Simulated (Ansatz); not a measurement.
```
CELL_PARAMETERS angstrom
3.98143 0.00000 0.00000
-1.99072 3.44802 0.00000
0.00000 0.00000 6.94765
ATOMIC_POSITIONS crystal
Ga 0.00000 0.00000 0.00000
Ga 0.00000 0.00000 0.50000
Sb 0.33333 0.66667 0.25000
Sb 0.66667 0.33333 0.75000
```

Space group P6₃/mmc; started from the NiAs prototype, which need not be the ambient phase.

The calculation used DFT, HSE06, plane waves, PAW in Ansatz 0.2.0.

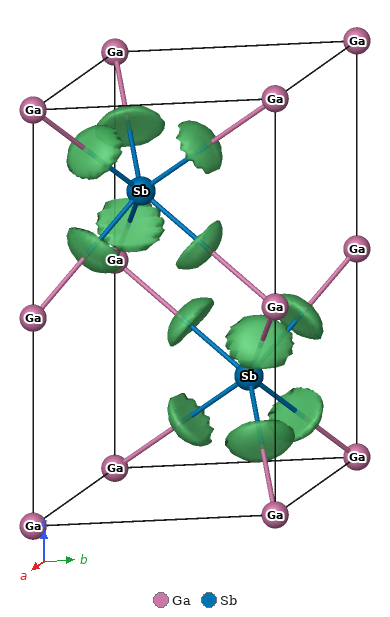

GaSb. Isosurface of the ELF at 0.55 (green), seen slightly off an axis. Core shells and regions of very low density are left out. Sticks mark near contacts.

In a PAW calculation such maps are meaningful between the atoms, not at the nuclei.

What do the ELF domains correspond to?

Answer. The ELF exceeds this value in twelve regions between bonded Ga–Sb atoms (shared pairs), counted in one cell of 4 atoms. Regions shared between cells count once. Profiles from the grid: Ga–Sb (2.88 Å): the ELF peaks at about 0.60 between the atoms.
